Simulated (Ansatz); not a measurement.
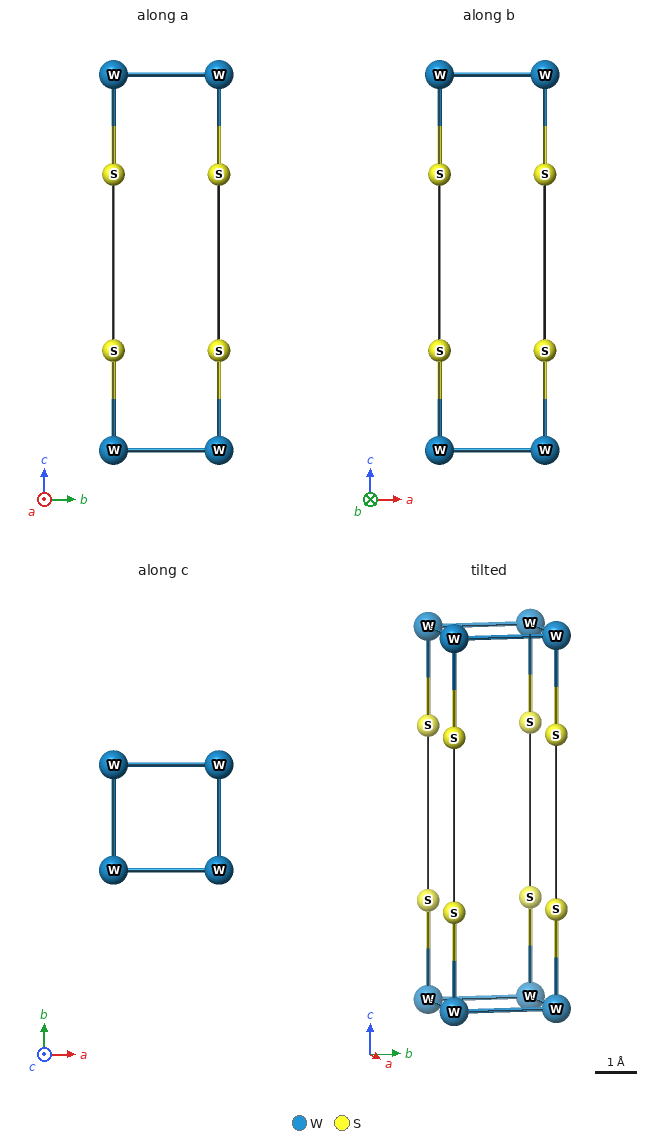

We look at a ball-and-stick model of the crystal along the a axis, along the b axis, along the c axis and slightly off an axis. One conventional unit cell is framed, with atoms on its boundary repeated.

Lattice parameters: a = 2.5917 Å, b = 2.5917 Å, c = 9.2342 Å, α = 90.000°, β = 90.000°, γ = 90.000°.

### Record the structure as a CIF in P1 with every atom of the cell, with free fractional coordinates to two decimals.

```cif
data_structure
_symmetry_space_group_name_H-M 'P 1'
_symmetry_Int_Tables_number 1
_cell_length_a 2.5917
_cell_length_b 2.5917
_cell_length_c 9.2342
_cell_angle_alpha 90.000
_cell_angle_beta 90.000
_cell_angle_gamma 90.000
_cell_volume 62.03
loop_
_atom_site_label
_atom_site_type_symbol
_atom_site_fract_x
_atom_site_fract_y
_atom_site_fract_z
_atom_site_occupancy
W1 W 0.00 0.00 0.00 1
S1 S 0.00 0.00 0.27 1
S2 S 0.00 0.00 0.73 1
```

The cell started as a random cell made by a generator, so it need not be a real form of the compound. The geometry is the end of a relaxation with DFT PBE, scalar-relativistic, plane waves, PAW in Ansatz 0.2.0.
